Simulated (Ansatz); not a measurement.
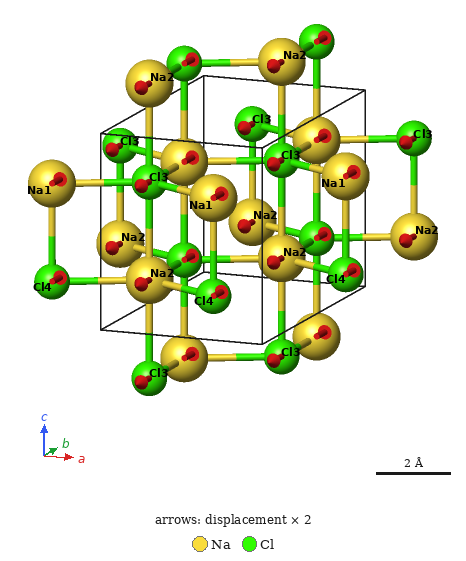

A relaxation of crystalline NaCl (a generated structure, set up in P2_1/m). The starting structure is drawn; red arrows show the displacements (the part carried along by the change of the cell is left out), magnified 2 times.

Style: ball-and-stick. Shown: the conventional cell (2 times the calculation's cell), slightly off an axis. Lengths and directions refer to the drawn axes.

Theory: DFT PBE+D3(BJ), scalar-relativistic, plane waves, PAW in Ansatz 0.2.0. (plane-wave cutoff 420 eV; k-point mesh 6 × 4 × 6; occupations gaussian; smearing width 0.02 eV; no spin polarisation; cell relaxed at fixed volume; force threshold 0.01 eV/Å; at most 30 steps)

Q: What did the optimiser do to the structure, and how much energy did it gain?

A: Over 13 accepted moves (16 points after the start) the energy falls by 0.208 eV per cell of the calculation. The largest force component goes from 0.009 to 0.00017 eV/Å. Pressure: 1.53 GPa at the start and −2.76 GPa at the end. The line search rejected the trial step at point 9 of the run. At 2 points the geometry stayed and the basis and grid were re-selected for the new cell (energy shift of 19.5 meV per cell of the calculation at most each time). The largest moves relative to the cell, 0.46 Å, are those of Na1 and Na2. Na2 goes along −b. By element the largest moves are Na 0.46 Å, Cl 0.45 Å. The drawn cell changes at constant volume: a 4.732 → 5.830 Å (+23.2 %), b 7.694 → 5.840 Å (−24.1 %), c 5.463 → 5.842 Å (+6.9 %), γ 90.9° → 90.0°. Among the contacts that change: Na1–Cl3 5.040 → 2.920 Å, Na1–Cl3 (another image) 2.650 → 2.915 Å, Na1–Cl4 2.732 → 2.921 Å. New bonds form: Na1–Cl3 (5.04 → 2.92 Å), Na2–Cl4 (5.04 → 2.92 Å). Bond angles that change, for instance: Cl3–Na1–Cl3 126.5° → 180.0°, Na1–Cl3–Na1 126.5° → 180.0°, Na1–Cl3–Na1 118.0° → 90.0°. The space group (tolerance 0.01 Å) goes from P2_1/m (No. 11) to I4/mmm (No. 139). Cost: 70 s on 1 thread of Intel(R) Xeon(R) Platinum 8488C (Sapphire Rapids), on a shared host, peak memory 0.47 GiB.
